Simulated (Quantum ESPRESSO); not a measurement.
# Fields calculation, with input and output: Mo (part 1 of 2)

The run: fields calculation of Mo (1 atom in the cell). Method and program: Kohn-Sham DFT of a periodic cell, PBEsol with D2, PseudoDojo 0.4.1 SR PBEsol standard, no spin polarisation (Quantum ESPRESSO 7.5).

The structure derives from a Materials Project entry.

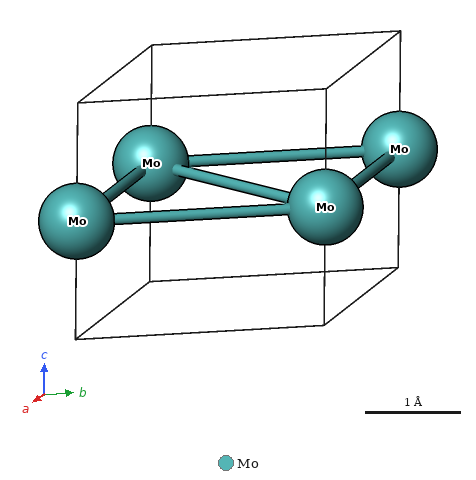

The structure (ball-and-stick view of the cell of the calculation, seen slightly off an axis). An atom can appear more than once, as a periodic image. Near neighbours in the periodic cell (some may lie outside the picture): Mo has 8 Mo at 2.54 to 2.82 Å.

### The input
```
&CONTROL
  calculation = 'scf'
  prefix = 'pwscf'
  outdir = './tmp'
  pseudo_dir = './pseudo'
  tprnfor = .true.
  tstress = .true.
  disk_io = 'low'
/
&SYSTEM
  ibrav = 0
  nat = 1
  ntyp = 1
  ecutwfc = 80
  nbnd = 13
  occupations = 'smearing'
  smearing = 'fd'
  degauss = 0.00367493
  vdw_corr = 'grimme-d2'
/
&ELECTRONS
  conv_thr = 2d-10
  electron_maxstep = 120
  mixing_beta = 0.5
  diagonalization = 'rmm-davidson'
/
ATOMIC_SPECIES
Mo    95.9500 Mo.upf
CELL_PARAMETERS angstrom
   2.8244807000   -0.0180516400   -0.0483609000
  -1.4278735300    2.3175461800    0.0145522700
  -0.0451728600   -0.0103847700    2.5373308300
ATOMIC_POSITIONS angstrom
Mo    -0.0225864300   -0.0051923850    1.2686654150
K_POINTS automatic
6 6 5 0 0 0
```

### File pp_density.in
```
&INPUTPP
  prefix = 'pwscf'
  outdir = './tmp'
  filplot = 'density.dat'
  plot_num = 0
/
&PLOT
  nfile = 1
  filepp(1) = 'density.dat'
  iflag = 3
  output_format = 6
  fileout = 'density.cube'
/
```

### File pp_potential.in
```
&INPUTPP
  prefix = 'pwscf'
  outdir = './tmp'
  filplot = 'potential.dat'
  plot_num = 11
/
&PLOT
  nfile = 1
  filepp(1) = 'potential.dat'
  iflag = 3
  output_format = 6
  fileout = 'potential.cube'
/
```

### File pp_elf.in
```
&INPUTPP
  prefix = 'pwscf'
  outdir = './tmp'
  filplot = 'elf.dat'
  plot_num = 8
/
&PLOT
  nfile = 1
  filepp(1) = 'elf.dat'
  iflag = 3
  output_format = 6
  fileout = 'elf.cube'
/
```

### File pp_potential_ks.in
```
&INPUTPP
  prefix = 'pwscf'
  outdir = './tmp'
  filplot = 'potential_ks.dat'
  plot_num = 1
/
&PLOT
  nfile = 1
  filepp(1) = 'potential_ks.dat'
  iflag = 3
  output_format = 6
  fileout = 'potential_ks.cube'
/
```

Launched with:
```bash
OMP_NUM_THREADS=1 pw.x -in pw.in > pw.out
OMP_NUM_THREADS=1 pp.x -in pp_density.in > pp_density.out
OMP_NUM_THREADS=1 pp.x -in pp_potential.in > pp_potential.out
OMP_NUM_THREADS=1 pp.x -in pp_elf.in > pp_elf.out
OMP_NUM_THREADS=1 pp.x -in pp_potential_ks.in > pp_potential_ks.out
```

### Output
```
This program is part of the open-source Quantum ESPRESSO suite
     for quantum simulation of materials; please cite
         "P. Giannozzi et al., J. Phys.:Condens. Matter 21 395502 (2009);
         "P. Giannozzi et al., J. Phys.:Condens. Matter 29 465901 (2017);
         "P. Giannozzi et al., J. Chem. Phys. 152 154105 (2020);
          URL
     in publications or presentations arising from this work. More details at

     Message from routine setup:
     using ibrav=0 with symmetry is DISCOURAGED, use correct ibrav instead

     G-vector sticks info
     --------------------
     sticks:   dense  smooth     PW     G-vecs:    dense   smooth      PW
     Sum         593     593    195                10781    10781    2049

     Using Slab Decomposition

     bravais-lattice index     =            0
     lattice parameter (alat)  =       5.3384  a.u.
     unit-cell volume          =     111.6059 (a.u.)^3
     number of atoms/cell      =            1
     number of atomic types    =            1
     number of electrons       =        14.00
     number of Kohn-Sham states=           13
     kinetic-energy cutoff     =      80.0000  Ry
     charge density cutoff     =     320.0000  Ry
     scf convergence threshold =      2.0E-10
     mixing beta               =       0.5000
     number of iterations used =            8  plain     mixing
     Exchange-correlation= PBESOL
                           (   1   4  10   8   0   0   0)

     celldm(1)=   5.338386  celldm(2)=   0.000000  celldm(3)=   0.000000
     celldm(4)=   0.000000  celldm(5)=   0.000000  celldm(6)=   0.000000

     crystal axes: (cart. coord. in units of alat)
               a(1) = (   0.999833  -0.006390  -0.017119 )
               a(2) = (  -0.505450   0.820384   0.005151 )
               a(3) = (  -0.015991  -0.003676   0.898185 )

     reciprocal axes: (cart. coord. in units 2 pi/alat)
               b(1) = (  1.004471  0.618741  0.020415 )
               b(2) = (  0.007910  1.223782  0.005150 )
               b(3) = (  0.019100  0.004774  1.113716 )

     PseudoPot. # 1 for Mo read from file:
     Mo.upf
     Pseudo is Norm-conserving + core correction, Zval = 14.0
     Generated using ONCVPSP code by D. R. Hamann
     Using radial grid of 1640 points,  6 beta functions with:
                l(1) =   0
                l(2) =   0
                l(3) =   1
                l(4) =   1
                l(5) =   2
                l(6) =   2

     atomic species   valence    mass     pseudopotential
     Mo               14.00    95.95000     Mo( 1.00)

      2 Sym. Ops., with inversion, found

   Cartesian axes

     site n.     atom                  positions (alat units)
         1        Mo     tau(   1) = (  -0.0079953  -0.0018380   0.4490927  )

     -------------------------------------------------
     Parameters for Dispersion (Grimme-D2) Correction:
     -------------------------------------------------
       atom      VdW radius       C_6

        Mo         3.097        855.833

     number of k points=    92  Fermi-Dirac smearing, width (Ry)=  0.0037
                       cart. coord. in units 2pi/alat
        k(    1) = (   0.0000000   0.0000000   0.0000000), wk =   0.0111111
        k(    2) = (   0.0038199   0.0009549   0.2227431), wk =   0.0222222
        k(    3) = (   0.0076398   0.0019097   0.4454862), wk =   0.0222222
        k(    4) = (   0.0013183   0.2039637   0.0008583), wk =   0.0222222
        k(    5) = (   0.0051382   0.2049185   0.2236014), wk =   0.0222222
        k(    6) = (   0.0089581   0.2058734   0.4463445), wk =   0.0222222
        k(    7) = (  -0.0063216   0.2020539  -0.4446280), wk =   0.0222222
        k(    8) = (  -0.0025017   0.2030088  -0.2218849), wk =   0.0222222
        k(    9) = (   0.0026365   0.4079273   0.0017165), wk =   0.0222222
        k(   10) = (   0.0064564   0.4088822   0.2244596), wk =   0.0222222
        k(   11) = (   0.0102764   0.4098371   0.4472027), wk =   0.0222222
        k(   12) = (  -0.0050033   0.4060176  -0.4437697), wk =   0.0222222
        k(   13) = (  -0.0011834   0.4069725  -0.2210266), wk =   0.0222222
        k(   14) = (  -0.0039548  -0.6118910  -0.0025748), wk =   0.0111111
        k(   15) = (  -0.0001348  -0.6109361   0.2201684), wk =   0.0222222
        k(   16) = (   0.0036851  -0.6099813   0.4429115), wk =   0.0222222
        k(   17) = (   0.1674118   0.1031235   0.0034025), wk =   0.0222222
        k(   18) = (   0.1712318   0.1040783   0.2261457), wk =   0.0222222
        k(   19) = (   0.1750517   0.1050332   0.4488888), wk =   0.0222222
        k(   20) = (   0.1597720   0.1012137  -0.4420837), wk =   0.0222222
        k(   21) = (   0.1635919   0.1021686  -0.2193406), wk =   0.0222222
        k(   22) = (   0.1687301   0.3070871   0.0042608), wk =   0.0222222
        k(   23) = (   0.1725500   0.3080420   0.2270039), wk =   0.0222222
        k(   24) = (   0.1763699   0.3089969   0.4497470), wk =   0.0222222
        k(   25) = (   0.1610902   0.3051774  -0.4412254), wk =   0.0222222
        k(   26) = (   0.1649102   0.3061323  -0.2184823), wk =   0.0222222
        k(   27) = (   0.1700483   0.5110508   0.0051190), wk =   0.0222222
        k(   28) = (   0.1738683   0.5120057   0.2278622), wk =   0.0222222
        k(   29) = (   0.1776882   0.5129605   0.4506053), wk =   0.0222222
        k(   30) = (   0.1624085   0.5091411  -0.4403672), wk =   0.0222222
        k(   31) = (   0.1662284   0.5100959  -0.2176241), wk =   0.0222222
        k(   32) = (   0.1634571  -0.5087675   0.0008278), wk =   0.0222222
        k(   33) = (   0.1672770  -0.5078126   0.2235709), wk =   0.0222222
        k(   34) = (   0.1710969  -0.5068578   0.4463140), wk =   0.0222222
        k(   35) = (   0.1558172  -0.5106772  -0.4446584), wk =   0.0222222
        k(   36) = (   0.1596371  -0.5097224  -0.2219153), wk =   0.0222222
        k(   37) = (   0.1647753  -0.3048039   0.0016860), wk =   0.0222222
        k(   38) = (   0.1685952  -0.3038490   0.2244291), wk =   0.0222222
        k(   39) = (   0.1724152  -0.3028941   0.4471723), wk =   0.0222222
        k(   40) = (   0.1571355  -0.3067136  -0.4438002), wk =   0.0222222
        k(   41) = (   0.1609554  -0.3057587  -0.2210571), wk =   0.0222222
        k(   42) = (   0.1660936  -0.1008402   0.0025443), wk =   0.0222222
        k(   43) = (   0.1699135  -0.0998853   0.2252874), wk =   0.0222222
        k(   44) = (   0.1737334  -0.0989305   0.4480305), wk =   0.0222222
        k(   45) = (   0.1584537  -0.1027499  -0.4429419), wk =   0.0222222
        k(   46) = (   0.1622737  -0.1017951  -0.2201988), wk =   0.0222222
        k(   47) = (   0.3348237   0.2062469   0.0068051), wk =   0.0222222
        k(   48) = (   0.3386436   0.2072018   0.2295482), wk =   0.0222222
        k(   49) = (   0.3424635   0.2081567   0.4522913), wk =   0.0222222
        k(   50) = (   0.3271838   0.2043372  -0.4386811), wk =   0.0222222
        k(   51) = (   0.3310037   0.2052921  -0.2159380), wk =   0.0222222
        k(   52) = (   0.3361419   0.4102106   0.0076633), wk =   0.0222222
        k(   53) = (   0.3399618   0.4111655   0.2304064), wk =   0.0222222
        k(   54) = (   0.3437818   0.4121203   0.4531496), wk =   0.0222222
        k(   55) = (   0.3285021   0.4083009  -0.4378229), wk =   0.0222222
        k(   56) = (   0.3323220   0.4092557  -0.2150798), wk =   0.0222222
        k(   57) = (   0.3374602   0.6141743   0.0085216), wk =   0.0222222
        k(   58) = (   0.3412801   0.6151291   0.2312647), wk =   0.0222222
        k(   59) = (   0.3451000   0.6160840   0.4540078), wk =   0.0222222
        k(   60) = (   0.3298203   0.6122645  -0.4369646), wk =   0.0222222
        k(   61) = (   0.3336403   0.6132194  -0.2142215), wk =   0.0222222
        k(   62) = (   0.3308689  -0.4056440   0.0042303), wk =   0.0222222
        k(   63) = (   0.3346888  -0.4046892   0.2269734), wk =   0.0222222
        k(   64) = (   0.3385087  -0.4037343   0.4497165), wk =   0.0222222
        k(   65) = (   0.3232291  -0.4075538  -0.4412559), wk =   0.0222222
        k(   66) = (   0.3270490  -0.4065989  -0.2185128), wk =   0.0222222
        k(   67) = (   0.3321872  -0.2016804   0.0050886), wk =   0.0222222
        k(   68) = (   0.3360071  -0.2007255   0.2278317), wk =   0.0222222
        k(   69) = (   0.3398270  -0.1997706   0.4505748), wk =   0.0222222
        k(   70) = (   0.3245473  -0.2035901  -0.4403976), wk =   0.0222222
        k(   71) = (   0.3283672  -0.2026352  -0.2176545), wk =   0.0222222
        k(   72) = (   0.3335054   0.0022833   0.0059468), wk =   0.0222222
        k(   73) = (   0.3373253   0.0032382   0.2286899), wk =   0.0222222
        k(   74) = (   0.3411453   0.0041930   0.4514331), wk =   0.0222222
        k(   75) = (   0.3258656   0.0003736  -0.4395394), wk =   0.0222222
        k(   76) = (   0.3296855   0.0013284  -0.2167963), wk =   0.0222222
        k(   77) = (  -0.5022355  -0.3093704  -0.0102076), wk =   0.0111111
        k(   78) = (  -0.4984156  -0.3084156   0.2125355), wk =   0.0222222
        k(   79) = (  -0.4945957  -0.3074607   0.4352786), wk =   0.0222222
        k(   80) = (  -0.5009172  -0.1054068  -0.0093494), wk =   0.0222222
        k(   81) = (  -0.4970973  -0.1044519   0.2133937), wk =   0.0222222
        k(   82) = (  -0.4932774  -0.1034970   0.4361368), wk =   0.0222222
        k(   83) = (  -0.5085571  -0.1073165  -0.4548356), wk =   0.0222222
        k(   84) = (  -0.5047372  -0.1063616  -0.2320925), wk =   0.0222222
        k(   85) = (  -0.4995990   0.0985569  -0.0084911), wk =   0.0222222
        k(   86) = (  -0.4957791   0.0995118   0.2142520), wk =   0.0222222
        k(   87) = (  -0.4919591   0.1004666   0.4369951), wk =   0.0222222
        k(   88) = (  -0.5072388   0.0966472  -0.4539773), wk =   0.0222222
        k(   89) = (  -0.5034189   0.0976020  -0.2312342), wk =   0.0222222
        k(   90) = (  -0.5061903  -0.9212614  -0.0127824), wk =   0.0111111
        k(   91) = (  -0.5023703  -0.9203065   0.2099607), wk =   0.0222222
        k(   92) = (  -0.4985504  -0.9193517   0.4327038), wk =   0.0222222

     Dense  grid:    10781 G-vectors     FFT dimensions: (  32,  30,  27)

     Initial potential from superposition of free atoms

     starting charge      13.9987, renormalised to      14.0000
     Starting wfcs are   10 randomized atomic wfcs +    3 random wfcs

     Self-consistent Calculation

     iteration #  1     ecut=    80.00 Ry     beta= 0.50
     Davidson diagonalization with overlap
     ethr =  1.00E-02,  avg # of iterations =  4.8

     Threshold (ethr) on eigenvalues was too large:
     Diagonalizing with lowered threshold

     Davidson diagonalization with overlap
     ethr =  6.84E-04,  avg # of iterations =  1.1

     total energy              =    -140.52889648 Ry
     estimated scf accuracy    <       0.09713156 Ry

     iteration #  2     ecut=    80.00 Ry     beta= 0.50
     Davidson diagonalization with overlap
     ethr =  6.94E-04,  avg # of iterations =  2.0

     total energy              =    -140.54316490 Ry
     estimated scf accuracy    <       0.00399885 Ry

     iteration #  3     ecut=    80.00 Ry     beta= 0.50
     RMM-DIIS diagonalization
     ethr =  2.86E-05,  avg # of iterations =  2.6

     total energy              =    -140.54315801 Ry
     estimated scf accuracy    <       0.00073280 Ry

     iteration #  4     ecut=    80.00 Ry     beta= 0.50
     RMM-DIIS diagonalization
     ethr =  5.23E-06,  avg # of iterations =  2.7

     total energy              =    -140.54318298 Ry
     estimated scf accuracy    <       0.00000149 Ry

     iteration #  5     ecut=    80.00 Ry     beta= 0.50
     Davidson diagonalization with overlap
     ethr =  1.07E-08,  avg # of iterations =  4.5

     total energy              =    -140.54318736 Ry
     estimated scf accuracy    <       0.00000047 Ry

     iteration #  6     ecut=    80.00 Ry     beta= 0.50
     RMM-DIIS diagonalization
     ethr =  3.35E-09,  avg # of iterations =  2.8

     total energy              =    -140.54318747 Ry
     estimated scf accuracy    <       0.00000006 Ry

     iteration #  7     ecut=    80.00 Ry     beta= 0.50
     RMM-DIIS diagonalization
     ethr =  4.09E-10,  avg # of iterations =  2.6

     total energy              =    -140.54318748 Ry
     estimated scf accuracy    <          3.3E-09 Ry

     iteration #  8     ecut=    80.00 Ry     beta= 0.50
     RMM-DIIS diagonalization
     ethr =  2.36E-11,  avg # of iterations =  2.8
```

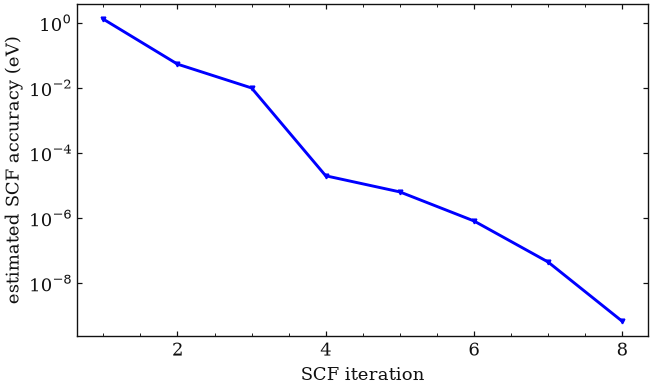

Convergence of the self-consistent field: estimated SCF accuracy against the iteration. The field takes 8 iterations in all.

```
     End of self-consistent calculation

          k = 0.0000 0.0000 0.0000 (  1333 PWs)   bands (ev):

   -41.2116 -14.6176 -14.4876 -14.3247  12.9242  15.5104  18.1658  19.4433
    23.8016  24.0295  32.7389  35.7372  39.7768

          k = 0.0038 0.0010 0.2227 (  1345 PWs)   bands (ev):

   -41.1250 -14.9848 -14.5561 -14.4295  13.9395  17.0833  18.4494  19.7080
    22.3555  22.6455  31.9663  33.5374  41.6560

          k = 0.0076 0.0019 0.4455 (  1358 PWs)   bands (ev):

   -40.9813 -15.9632 -14.4604 -14.3357  15.6616  18.9477  19.6209  20.1560
    20.6225  20.9279  29.8018  35.3961  38.2645

          k = 0.0013 0.2040 0.0009 (  1345 PWs)   bands (ev):

   -41.1487 -14.8778 -14.7154 -14.2830  13.9613  15.9722  18.3510  19.2738
    23.0056  23.5879  35.1292  37.1606  37.4128

          k = 0.0051 0.2049 0.2236 (  1346 PWs)   bands (ev):

   -41.0628 -14.9379 -14.8063 -14.6528  14.9196  17.4217  18.6609  19.5250
    21.7719  22.1070  33.4939  35.5547  39.7481

          k = 0.0090 0.2059 0.4463 (  1354 PWs)   bands (ev):

   -40.9208 -15.8943 -14.7017 -14.5543  16.4398  17.8726  19.3851  19.9269
    20.2994  23.0421  30.2770  35.7067  38.5210

          k =-0.0063 0.2021-0.4446 (  1354 PWs)   bands (ev):

   -40.9211 -15.8925 -14.7004 -14.5536  16.4407  17.8297  19.3775  19.9734
    20.2547  23.0388  30.3100  35.7080  38.4657

          k =-0.0025 0.2030-0.2219 (  1347 PWs)   bands (ev):

   -41.0632 -14.9326 -14.8058 -14.6521  14.8942  17.4272  18.6735  19.5327
    21.6945  22.0676  33.6090  35.5374  39.7197

          k = 0.0026 0.4079 0.0017 (  1351 PWs)   bands (ev):

   -41.0206 -15.6100 -14.9147 -14.1969  15.0796  16.3449  19.1664  21.4563
    22.0875  23.1823  32.4601  34.4483  38.0785

          k = 0.0065 0.4089 0.2245 (  1345 PWs)   bands (ev):

   -40.9366 -15.5290 -14.8532 -14.8164  15.5899  17.1862  19.0435  21.3160
    21.9808  22.4575  32.9586  35.9706  37.0390

          k = 0.0103 0.4098 0.4472 (  1346 PWs)   bands (ev):

   -40.7979 -15.7521 -15.3904 -14.7443  15.3895  16.7656  19.4322  21.7571
    22.7098  24.8605  30.0725  34.9116  38.4917

          k =-0.0050 0.4060-0.4438 (  1351 PWs)   bands (ev):

   -40.7982 -15.7511 -15.3878 -14.7441  15.3660  16.7752  19.4318  21.7863
    22.6998  24.7328  30.1227  34.9502  38.6370

          k =-0.0012 0.4070-0.2210 (  1353 PWs)   bands (ev):

   -40.9370 -15.5265 -14.8527 -14.8132  15.5856  17.1857  19.0301  21.2916
    21.9044  22.4462  32.9684  36.1789  37.1189

          k =-0.0040-0.6119-0.0026 (  1356 PWs)   bands (ev):

   -40.9553 -15.9591 -15.0115 -14.1531  14.6967  16.8380  20.8326  21.1362
    22.9913  24.2711  30.3371  32.1997  36.9529

          k =-0.0001-0.6109 0.2202 (  1356 PWs)   bands (ev):

   -40.8726 -15.8690 -14.9455 -14.7624  15.1977  17.1386  19.1169  21.1304
    24.3905  24.6924  29.8187  34.7560  36.4283

          k = 0.0037-0.6100 0.4429 (  1361 PWs)   bands (ev):

   -40.7356 -15.7214 -15.6769 -14.8365  14.7529  16.1254  19.1079  24.1759
    24.5991  27.0891  27.6843  35.1265  37.2569

          k = 0.1674 0.1031 0.0034 (  1345 PWs)   bands (ev):

   -41.1586 -14.9178 -14.6126 -14.2903  13.8900  15.9005  17.8418  19.9793
    22.9379  23.7883  34.4492  36.8149  37.6682

          k = 0.1712 0.1041 0.2261 (  1348 PWs)   bands (ev):

   -41.0721 -14.9554 -14.8419 -14.5540  14.8795  17.3261  18.1462  20.2432
    21.8072  22.3576  33.1872  35.0826  39.3151

          k = 0.1751 0.1050 0.4489 (  1360 PWs)   bands (ev):

   -40.9302 -15.9060 -14.7424 -14.4560  16.3549  17.8064  18.9709  20.3920
    20.8129  22.7841  30.1573  35.4964  38.4715

          k = 0.1598 0.1012-0.4421 (  1362 PWs)   bands (ev):

   -40.9311 -15.9000 -14.7364 -14.4547  16.3752  17.6583  18.9513  20.4392
    20.6948  22.7907  30.2838  35.6370  37.8770

          k = 0.1636 0.1022-0.2193 (  1347 PWs)   bands (ev):

   -41.0736 -14.9334 -14.8440 -14.5518  14.7849  17.3477  18.2457  20.2068
    21.4216  22.2785  33.6387  35.1368  39.3037

          k = 0.1687 0.3071 0.0043 (  1350 PWs)   bands (ev):

   -41.0609 -15.4181 -14.8317 -14.2244  15.4071  16.7298  17.0492  21.7665
    21.9135  23.3071  33.4707  34.4877  39.9705
```
